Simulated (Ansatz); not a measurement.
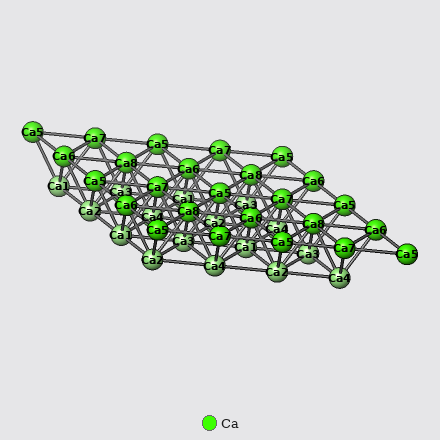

The system is S on a Ca(111) slab cut from the Fm-3m phase, its upper half relaxed before the scan (8 atoms of substrate and one adsorbate in a 2 × 2 cell); the picture shows it without the atoms that are moved over the map. S is moved over the surface cell; relaxed at each place: the height of the adsorbate's atoms; substrate rigid; the origin of the map has the adsorbate above Ca5. Places are given modulo a cell vector. The map is drawn in real space over the plane of the surface. The grid has 6 × 6 points; 10 points were computed and 26 follow by symmetry. Places are given in fractions of the 1 × 1 surface cell. Energies are in eV, from the lowest grid point. The runs have no spin polarisation; a magnetic state may lie lower. All numbers below come from DFT PBE, scalar-relativistic, plane waves, PAW in Ansatz. Settings: cutoff 420 eV, k-mesh 6×6×1, gaussian smearing 0.1 eV, no spin polarisation.

Range: position of S9 along the first surface vector from 0.000 to 0.833; position of S9 along the second surface vector from 0.000 to 0.833.

Question: Predict the map.

Answer: The lowest grid point is at a threefold hollow over a second-layer Ca atom, (2/6, 4/6) of the cell vectors. A higher local minimum lies near a threefold hollow, (4/6, 2/6) of the cell vectors (0.15 eV above the lowest at that grid point). The highest grid point, the top site over a surface Ca atom, (0/6, 0/6) of the cell vectors, lies 2.39 eV above the lowest. On the interpolated surface the easiest way out of the lowest well to the well at a threefold hollow, (4/6, 2/6) of the cell vectors passes a barrier of about 0.57 eV. At the lowest point the adsorbate has 3 Ca at 2.63 Å as nearest neighbours, at the highest 1 Ca at 2.41 Å. Its relaxed height above the top atom is 1.36 Å at the lowest and 2.41 Å at the highest point.

| second ↓, first → | 0/6 | 1/6 | 2/6 | 3/6 | 4/6 | 5/6 |
| --- | --- | --- | --- | --- | --- | --- |
| 5/6 | 2.16 | 1.67 | 0.66 | 0.66 | 1.67 | 2.16 |
| 4/6 | 1.43 | 0.66 | 0.00 | 0.66 | 1.43 | 1.69 |
| 3/6 | 0.57 | 0.66 | 0.66 | 0.57 | 0.73 | 0.73 |
| 2/6 | 1.43 | 1.67 | 1.43 | 0.73 | 0.15 | 0.73 |
| 1/6 | 2.16 | 2.16 | 1.69 | 0.73 | 0.73 | 1.69 |
| 0/6 | 2.39 | 2.16 | 1.43 | 0.57 | 1.43 | 2.16 |

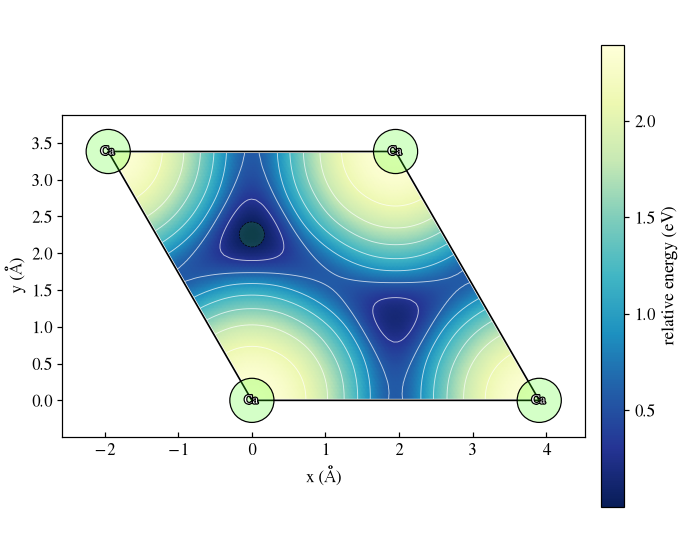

The picture shows a smooth colour map with a few white contour lines, labelled circles for the atoms of the top layer and small ones for the second layer, the outline of one cell of the plane. Between grid points the surface is interpolated.

Time for the 10 points that were run: 8.4 min on 4 threads of Arm Neoverse V1, with other jobs on the host.
